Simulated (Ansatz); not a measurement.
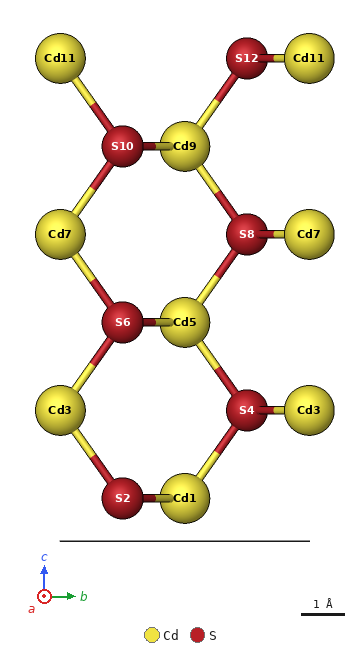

This is a (1 1 0) slab of CdS as cut from the relaxed bulk. Style: ball-and-stick. Shown: the cell of the calculation, outlined in the plane, without the vacuum, along the a axis.

Level of theory: DFT PBEsol, scalar-relativistic, plane waves, PAW (Ansatz 0.2.0). Set-up: plane-wave cutoff 420 eV; occupations gaussian; no spin polarisation. The k-mesh is chosen for each cell (8×8×8, 7×5×1). Smearing widths differ between the runs.

Now this is done to it. The atoms of the slab are relaxed at the bulk's in-plane cell.

> What is the effect?

The surface energy (mean of the two faces) falls from 0.70 to 0.43 J/m². The top spacing, between the CdS and CdS planes, goes from 2.06 to 1.86 Å (−9.5 %), the bottom one (CdS to CdS) from 2.06 to 1.86 Å (−9.5 %). The top plane rumples by 0.65 Å. The lattice vectors keep their values. The largest moves relative to the layer's centre, 0.58 Å, are those of Cd1 and Cd11. Cd11 goes at 33° to the normal (−c side). Largest moves by element: Cd 0.58 Å, S 0.17 Å. Some distances before and after: Cd–S 2.522 → 2.447 to 2.569 Å.

The changed structure in the same view:

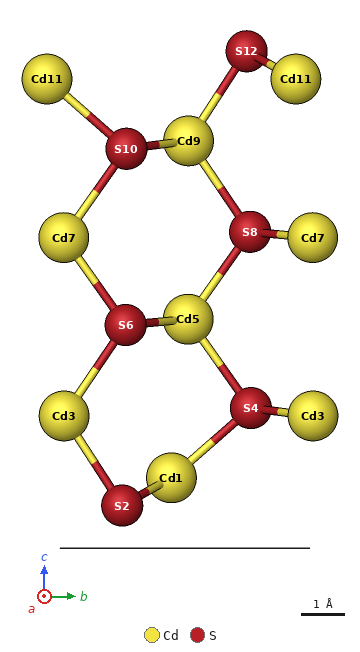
